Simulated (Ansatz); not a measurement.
Geometry relaxation of Sr3Ti2O7 (part 2 of 2)

Sr3Ti2O7 (I4/mmm, 12 atoms in the cell); DFT r2SCAN, scalar-relativistic, plane waves, PAW, no spin polarisation (Ansatz 0.2.0); cutoff 500 eV, 10×10×10 k-mesh, Gaussian smearing of 0.02 eV. The structure derives from an entry of the Crystallography Open Database.

Geometry of the input (Å; fractional positions):
```
-1.9513  1.9513  10.1730
1.9513  -1.9513  10.1730
1.9513  1.9513  -10.1730
Sr 0.5000  0.5000  0.0000
Sr 0.3159  0.3159  0.0000
Sr 0.6841  0.6841  0.0000
Ti 0.0973  0.0973  0.0000
Ti 0.9027  0.9027  -0.0000
O  0.0000  0.0000  0.0000
O  0.1934  0.1934  0.0000
O  0.8066  0.8066  0.0000
O  0.5958  0.0958  0.5000
O  0.0958  0.5958  0.5000
O  0.4042  0.9042  0.5000
O  0.9042  0.4042  0.5000
```

```
basis re-selected at this cell: Δ(F+E_penalty+E_count) = +2.490e-5 eV, ΔP = +0.000 GPa vs the last step (what re-selecting the basis moved, of the pressure what is left beyond the Pulay correction that the steps carried, after the strain that the cell walked since its last selection, with what the two solves' SCF thresholds leave and, on support functions, any second-order correction that the steps lacked; it is no measure of the basis error at this ecutwfc). This SCF's stress stands 5.41e-3 GPa from its target on what of the cell is left free (relax.cell.stress_tol is 5.00e-2 GPa) and its largest allowed force component is 7.63e-4 eV/Å (relax.f_tol is 5.00e-3 eV/Å): within both
SCF converged after 6 iterations
Free energy (F): -19676.757652 eV
Harris-Foulkes:  -19676.757652 eV  (|F-HF|=3.64e-11)
Internal energy: -19676.757652 eV  (E = F + TS)
E sigma→0 (E₀):  -19676.757652 eV
Fermi energy:    10.203328 eV
--- Per-component energies (eV) ---
  E_band       = -576.175864
  E_kinetic    = 2528.268229
  E_local      = -6439.098069  (includes V_loc(G=0)·N_el)
  E_nonlocal   = 937.795840
  E_hartree    = 2295.570554
  E_xc         = -1202.566786
  E_vxc        = -1555.556693  (∫ρ·V_xc dr)
  E_paw        = -11374.047839  (= ΣΔE_a)
  E_vpaw       = -733.460188  (= ΣTr[D̂ρ^β])
  E_aug_tail   = 0.007789  (compensation charges beyond the density's cutoff)
  E_vtau       = 94.725809  (kinetic-family band-sum trace: ∫τ·v_τ [+ j·A + Jᵃ·Aᵃ] dr)
  E_ewald      = -6421.518760
  E_core_change = -1.168610  (= ΣΔE_core)
  E_smearing   = -0.000000  (= −TS)
  E_closure    = 0.000000  (closes the sum)
  Σ components = -19676.757652   (vs F -19676.757652, Δ=0.00e0)
--- Forces (eV/Å), atoms counted from 1 ---
  atom   1  Sr     0.00000000     0.00000000     0.00000000
  atom   2  Sr     0.00000000     0.00000000     0.00000236
  atom   3  Sr    -0.00000000     0.00000000    -0.00000236
  atom   4  Ti    -0.00000000     0.00000000     0.00068496
  atom   5  Ti     0.00000000     0.00000000    -0.00068496
  atom   6  O     -0.00000000    -0.00000000     0.00000000
  atom   7  O      0.00000000    -0.00000000    -0.00076260
  atom   8  O      0.00000000    -0.00000000     0.00076260
  atom   9  O      0.00000000     0.00000000     0.00046134
  atom  10  O     -0.00000000    -0.00000000     0.00046134
  atom  11  O      0.00000000     0.00000000    -0.00046134
  atom  12  O      0.00000000    -0.00000000    -0.00046134
  max |Σ_I F_I| component: 2.95e-19 eV/Å
--- Stress (GPa, compression-positive) ---
        0.003274       0.000000       0.000000
        0.000000       0.003274      -0.000000
        0.000000      -0.000000      -0.005408
  P = ⅓ Tr σ = 0.0004 GPa (0.004 kbar)
--- Band table (eV; the first three rows and the last of 102) ---
  k-point 0: bands = ["-49.4882", "-49.4877", "-24.7355", "-24.7025", "-24.7025", "-24.7013", "-24.7013", "-24.6695", "-24.5971", "-24.5011", "-24.5006", "-9.5620", "-9.3942", "-8.4762", "-8.4593", "-8.1862", "-7.7323", "-7.7306", "-6.0148", "-6.0148", "-5.9429", "-5.9429", "-5.8775", "-5.8775", "-5.8470", "-5.5923", "-5.4484", "5.5622", "6.1575", "6.1575", "6.1685", "6.1685", "6.4451", "6.5183", "7.1454", "7.1463", "7.3356", "7.3356", "7.4825", "7.6330", "7.6330", "7.9896", "7.9896", "8.3837", "8.3837", "8.7260", "8.7260", "8.7540", "11.3763", "11.4469", "11.9072", "11.9072", "12.9246", "12.9246", "13.7965", "13.7966", "14.1797", "14.4241", "14.7345", "15.4517"]
  k-point 1: bands = ["-49.4879", "-49.4874", "-24.7266", "-24.7249", "-24.7176", "-24.7100", "-24.7088", "-24.6596", "-24.5748", "-24.5059", "-24.5000", "-9.4699", "-9.3276", "-8.4725", "-8.4429", "-8.2211", "-7.8002", "-7.7925", "-6.0217", "-5.9466", "-5.9323", "-5.8923", "-5.8626", "-5.8482", "-5.8247", "-5.5668", "-5.4521", "5.5445", "5.8453", "5.9865", "6.1166", "6.1478", "6.2889", "6.4066", "6.6513", "6.8208", "7.0915", "7.4281", "7.5237", "7.8303", "7.8441", "7.8656", "7.9790", "7.9819", "8.2427", "8.3559", "8.5136", "8.7585", "11.7636", "11.8198", "12.0038", "12.0557", "12.9334", "12.9639", "14.2690", "14.2847", "14.3840", "14.7401", "15.0882", "15.7829"]
  k-point 2: bands = ["-49.4872", "-49.4867", "-24.7613", "-24.7444", "-24.7296", "-24.7283", "-24.6992", "-24.6455", "-24.5458", "-24.5172", "-24.5007", "-9.2180", "-9.1534", "-8.4622", "-8.3999", "-8.2409", "-7.9019", "-7.8686", "-6.0380", "-5.9875", "-5.9419", "-5.8469", "-5.8413", "-5.8397", "-5.6948", "-5.5208", "-5.4260", "5.3176", "5.4389", "5.6699", "5.8177", "5.8371", "5.9163", "6.1759", "6.2055", "6.4462", "6.6553", "6.6562", "6.9649", "7.6337", "7.7728", "7.8595", "7.9797", "8.1543", "8.2059", "8.2084", "8.4689", "8.6504", "12.3656", "12.4496", "12.4816", "12.5541", "13.0433", "13.1255", "14.7810", "15.2839", "15.4001", "15.5011", "15.7091", "16.2770"]
  k-point 101: bands = ["-49.4882", "-49.4877", "-24.7265", "-24.7025", "-24.7025", "-24.7013", "-24.7013", "-24.6888", "-24.5746", "-24.5299", "-24.4840", "-9.5279", "-9.4449", "-8.4763", "-8.4593", "-8.0011", "-7.9839", "-7.6463", "-6.0219", "-6.0219", "-5.9218", "-5.9218", "-5.9116", "-5.8915", "-5.8915", "-5.5102", "-5.4649", "5.4532", "6.1368", "6.1368", "6.1823", "6.1823", "6.2949", "6.6646", "7.1277", "7.3553", "7.3553", "7.5048", "7.6338", "7.7979", "7.7979", "7.8243", "7.8243", "8.3054", "8.3611", "8.3611", "8.7010", "8.7010", "11.3798", "11.4432", "12.1043", "12.1043", "12.7525", "12.7525", "13.7826", "13.8026", "14.2060", "14.5901", "14.6885", "15.4961"]
--- Relaxed structure (5 steps of the walk, 5 accepted, 1 SCFs on fresh bases) ---
  F+E_penalty+E_count = -19676.75765196 eV   max|allowed force component| = 7.626e-4 eV/Å   (the final SCF, on the basis selected at the relaxed cell)
  cell:  # Å, volume = 154.8855 Å³
    - [-1.9510431040243907, 1.9510431040243907, 10.172251449738383]
    - [1.9510431040243907, -1.9510431040243907, 10.172251449738383]
    - [1.9510431040243907, 1.9510431040243907, -10.172251449738383]
  atoms:
    - { symbol: Sr, position: [0.5, 0.5, -4.3710880515148205e-35] }
    - { symbol: Sr, position: [0.3156853778289532, 0.3156853778289532, 5.229758310646703e-35] }
    - { symbol: Sr, position: [0.6843146221710468, 0.6843146221710468, 6.890427394227432e-35] }
    - { symbol: Ti, position: [0.09755392861224962, 0.09755392861224962, -9.733909294977722e-36] }
    - { symbol: Ti, position: [0.9024460713877506, 0.9024460713877506, 9.443472239479252e-36] }
    - { symbol: O, position: [2.853149785249617e-20, 2.853149785249618e-20, 2.7308858915405197e-37] }
    - { symbol: O, position: [0.19355019002154655, 0.19355019002154655, -1.6690741105203023e-35] }
    - { symbol: O, position: [0.8064498099784535, 0.8064498099784535, 1.9436406599711336e-35] }
    - { symbol: O, position: [0.5961302218779423, 0.09613022187794235, 0.5] }
    - { symbol: O, position: [0.09613022187794235, 0.5961302218779423, 0.5] }
    - { symbol: O, position: [0.4038697781220575, 0.9038697781220577, 0.5000000000000001] }
    - { symbol: O, position: [0.9038697781220577, 0.4038697781220575, 0.5000000000000001] }
```

### Trajectory as extended XYZ (Å, eV, eV/Å), 6 frames, from step=1 to step=6
```
12
Lattice="-1.9513 1.9513 10.1730 1.9513 -1.9513 10.1730 1.9513 1.9513 -10.1730" Properties=species:S:1:pos:R:3:forces:R:3 step=1 energy=-19676.75695 pressure_GPa=-0.01
Sr    0.0000    0.0000   10.1730    0.0000   0.0000   0.0000
Sr    0.0000    0.0000    6.4282    0.0000   0.0000  -0.0431
Sr    0.0000    0.0000   13.9178    0.0000   0.0000   0.0431
Ti    0.0000    0.0000    1.9802    0.0000   0.0000   0.0337
Ti    0.0000    0.0000   18.3657    0.0000   0.0000  -0.0337
O     0.0000    0.0000    0.0000    0.0000   0.0000   0.0000
O     0.0000    0.0000    3.9347    0.0000   0.0000  -0.0006
O     0.0000    0.0000   16.4112    0.0000   0.0000   0.0006
O     0.0000    1.9513    1.9494    0.0000   0.0000   0.0242
O     1.9513    0.0000    1.9494    0.0000   0.0000   0.0242
O     1.9513    0.0000    8.2236    0.0000   0.0000  -0.0242
O     0.0000    1.9513    8.2236    0.0000   0.0000  -0.0242
12
Lattice="-1.9512 1.9512 10.1702 1.9512 -1.9512 10.1702 1.9512 1.9512 -10.1702" Properties=species:S:1:pos:R:3:forces:R:3 step=2 energy=-19676.75716 pressure_GPa=-0.01
Sr    0.0000    0.0000   10.1702    0.0000   0.0000   0.0000
Sr    0.0000    0.0000    6.4153    0.0000   0.0000   0.0725
Sr    0.0000    0.0000   13.9251    0.0000   0.0000  -0.0725
Ti    0.0000    0.0000    1.9825    0.0000   0.0000   0.0241
Ti    0.0000    0.0000   18.3579    0.0000   0.0000  -0.0241
O     0.0000    0.0000    0.0000    0.0000   0.0000   0.0000
O     0.0000    0.0000    3.9358    0.0000   0.0000   0.0261
O     0.0000    0.0000   16.4046    0.0000   0.0000  -0.0261
O     0.0000    1.9512    1.9552    0.0000   0.0000  -0.0008
O     1.9512    0.0000    1.9552    0.0000   0.0000  -0.0008
O     1.9512    0.0000    8.2150    0.0000   0.0000   0.0008
O     0.0000    1.9512    8.2150    0.0000   0.0000   0.0008
12
Lattice="-1.9512 1.9512 10.1687 1.9512 -1.9512 10.1687 1.9512 1.9512 -10.1687" Properties=species:S:1:pos:R:3:forces:R:3 step=3 energy=-19676.75764 pressure_GPa=0.02
Sr    0.0000    0.0000   10.1687    0.0000   0.0000   0.0000
Sr    0.0000    0.0000    6.4200    0.0000   0.0000   0.0035
Sr    0.0000    0.0000   13.9175    0.0000   0.0000  -0.0035
Ti    0.0000    0.0000    1.9828    0.0000   0.0000   0.0290
Ti    0.0000    0.0000   18.3547    0.0000   0.0000  -0.0290
O     0.0000    0.0000    0.0000    0.0000   0.0000   0.0000
O     0.0000    0.0000    3.9367    0.0000   0.0000  -0.0122
O     0.0000    0.0000   16.4008    0.0000   0.0000   0.0122
O     0.0000    1.9512    1.9543    0.0000   0.0000  -0.0005
O     1.9512    0.0000    1.9543    0.0000   0.0000  -0.0005
O     1.9512    0.0000    8.2145    0.0000   0.0000   0.0005
O     0.0000    1.9512    8.2145    0.0000   0.0000   0.0005
12
Lattice="-1.9512 1.9512 10.1699 1.9512 -1.9512 10.1699 1.9512 1.9512 -10.1699" Properties=species:S:1:pos:R:3:forces:R:3 step=4 energy=-19676.75766 pressure_GPa=0.01
Sr    0.0000    0.0000   10.1699    0.0000   0.0000   0.0000
Sr    0.0000    0.0000    6.4209    0.0000   0.0000   0.0005
Sr    0.0000    0.0000   13.9189    0.0000   0.0000  -0.0005
Ti    0.0000    0.0000    1.9833    0.0000   0.0000   0.0214
Ti    0.0000    0.0000   18.3565    0.0000   0.0000  -0.0214
O     0.0000    0.0000    0.0000    0.0000   0.0000   0.0000
O     0.0000    0.0000    3.9370    0.0000   0.0000  -0.0102
O     0.0000    0.0000   16.4028    0.0000   0.0000   0.0102
O     0.0000    1.9512    1.9546    0.0000   0.0000   0.0000
O     1.9512    0.0000    1.9546    0.0000   0.0000   0.0000
O     1.9512    0.0000    8.2153    0.0000   0.0000   0.0000
O     0.0000    1.9512    8.2153    0.0000   0.0000   0.0000
12
Lattice="-1.9510 1.9510 10.1723 1.9510 -1.9510 10.1723 1.9510 1.9510 -10.1723" Properties=species:S:1:pos:R:3:forces:R:3 step=5 energy=-19676.75768 pressure_GPa=0.00
Sr    0.0000    0.0000   10.1723    0.0000   0.0000   0.0000
Sr    0.0000    0.0000    6.4225    0.0000   0.0000   0.0000
Sr    0.0000    0.0000   13.9220    0.0000   0.0000   0.0000
Ti    0.0000    0.0000    1.9847    0.0000   0.0000   0.0006
Ti    0.0000    0.0000   18.3598    0.0000   0.0000  -0.0006
O     0.0000    0.0000    0.0000    0.0000   0.0000   0.0000
O     0.0000    0.0000    3.9377    0.0000   0.0000  -0.0008
O     0.0000    0.0000   16.4068    0.0000   0.0000   0.0008
O     0.0000    1.9510    1.9557    0.0000   0.0000   0.0005
O     1.9510    0.0000    1.9557    0.0000   0.0000   0.0005
O     1.9510    0.0000    8.2165    0.0000   0.0000  -0.0005
O     0.0000    1.9510    8.2165    0.0000   0.0000  -0.0005
12
Lattice="-1.9510 1.9510 10.1723 1.9510 -1.9510 10.1723 1.9510 1.9510 -10.1723" Properties=species:S:1:pos:R:3:forces:R:3 step=6 energy=-19676.75765 pressure_GPa=0.00
Sr    0.0000    0.0000   10.1723    0.0000   0.0000   0.0000
Sr    0.0000    0.0000    6.4225    0.0000   0.0000   0.0000
Sr    0.0000    0.0000   13.9220    0.0000   0.0000   0.0000
Ti    0.0000    0.0000    1.9847    0.0000   0.0000   0.0007
Ti    0.0000    0.0000   18.3598    0.0000   0.0000  -0.0007
O     0.0000    0.0000    0.0000    0.0000   0.0000   0.0000
O     0.0000    0.0000    3.9377    0.0000   0.0000  -0.0008
O     0.0000    0.0000   16.4068    0.0000   0.0000   0.0008
O     0.0000    1.9510    1.9557    0.0000   0.0000   0.0005
O     1.9510    0.0000    1.9557    0.0000   0.0000   0.0005
O     1.9510    0.0000    8.2165    0.0000   0.0000  -0.0005
O     0.0000    1.9510    8.2165    0.0000   0.0000  -0.0005
```

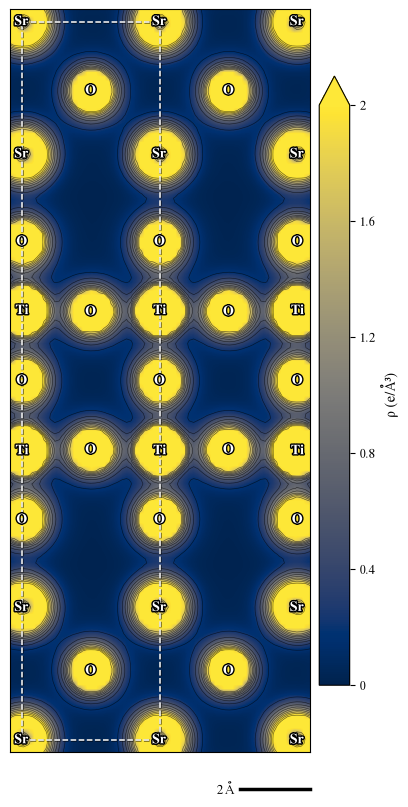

Valence charge density (pseudo) on the (010) plane of the conventional cell. The section cuts through Sr, Ti and O sites. Ti–O (1.95 Å): ρ is about 0.73 e/Å³ halfway. Sr–O (2.48 Å): ρ at the midpoint is about 0.26 e/Å³. Sr–O (2.65 Å): ρ at the midpoint is about 0.18 e/Å³. Sr–O (2.76 Å): ρ at the midpoint is about 0.14 e/Å³. Away from the nuclei the density in this plane falls to 0.02 e/Å³ at its lowest. The fields are those of the smooth PAW valence density.

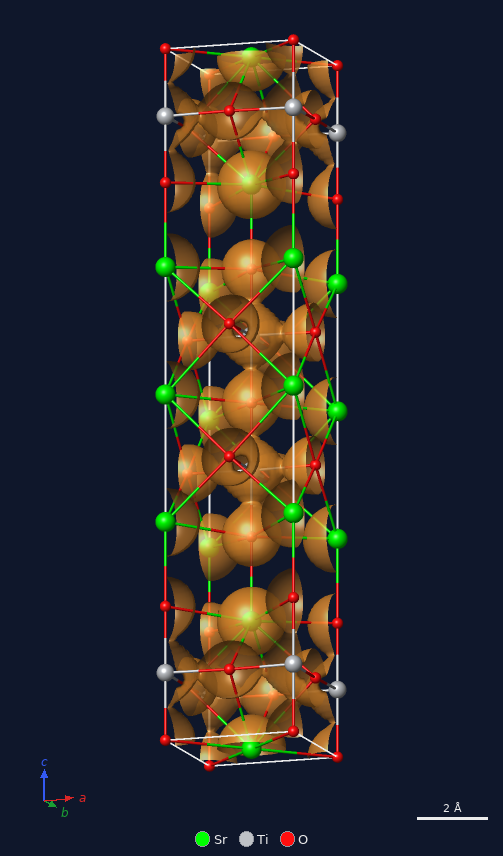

Isosurface of the valence charge density (pseudo) at 0.6 e/Å³ (orange), seen at an oblique angle. Sticks mark near contacts. The outline is the cell set on symmetry axes. At this value the density is joined into sheets; it holds about 75 % of the electrons treated as valence (semicore included). It is pinched off along the Sr–O (2.48 Å), Sr–O (2.65 Å) and Sr–O (2.76 Å) contacts. On the grid the lowest density along these lines, outside the cores, is 0.71 e/Å³ (Ti–O, 1.95 Å), 0.25 e/Å³ (Sr–O, 2.48 Å), 0.18 e/Å³ (Sr–O, 2.65 Å) and 0.14 e/Å³ (Sr–O, 2.76 Å).

### Summary

| quantity | value |
| --- | --- |
| outcome | converged |
| space group (tolerance 0.01 Å) | I4/mmm (139) |
| electrons treated | 96 |
| free energy | −19676.7577 eV |
| Fermi energy | 10.203 eV |
| gap on the k-point mesh | 2.35 eV |
| pressure | 0.00 GPa |
| final volume | 154.89 Å³ |
| largest force (length of the vector) at the end | 0.001 eV/Å |
| final cell | a = 10.540 Å, b = 10.540 Å, c = 10.540 Å, α = 158.66°, β = 158.66°, γ = 30.35° |
| hardware | 2 threads of Intel Xeon @ 2.50GHz (Skylake/Cascade Lake), 189 GiB of memory available, shared host |
| wall time | 14 min (CPU time 27 min) |
| peak memory | 1.5 GiB |
